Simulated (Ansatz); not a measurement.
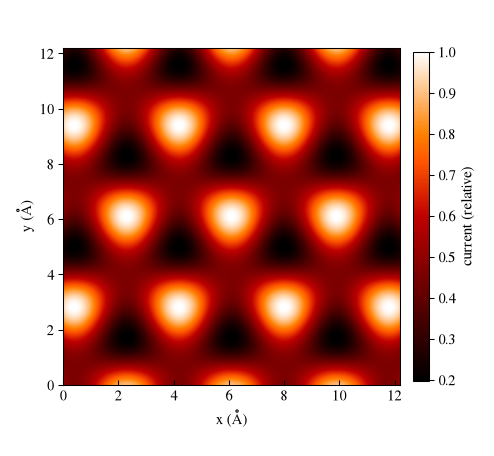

Simulated STM image (constant-height image 4.0 Å above the topmost atom, sample bias +0.50 V).

Model: Tersoff–Hamann, s-wave tip, no tip–sample forces. Bias windows are sharp sums over the levels of the k mesh.

**Read the surface lattice from the image: type, spacings and angle.**

The pattern repeats on a hexagonal lattice with shortest vectors of 3.8 Å at 60° (or 120°), a cell of 12.6 Å².

The surface:

Si2Ni(111) (Fm-3m bulk, 12 atomic planes (those closer than 0.6 Å count as one), 11 Å, Si-terminated). The brightest spots lie over the top Si atoms; the darkest points are over the Ni atoms 0.7 Å below the top plane.

All numbers here come from DFT PBE, scalar-relativistic, plane waves, PAW (Ansatz 0.2.0). Cutoff 420 eV, 15 × 15 k-points, Gaussian smearing 0.1 eV, dipole correction. The slab is a cut without reconstruction beyond its cell, at the source's lattice constants, with its lower half held fixed and the rest relaxed. No spin polarisation (the relaxation was started with spin and lost its moment; a magnetic state may still lie lower). The run warns that the functional's potential is rough in the thin density of the vacuum, where the tip is; weak contrasts and barriers may feel it.
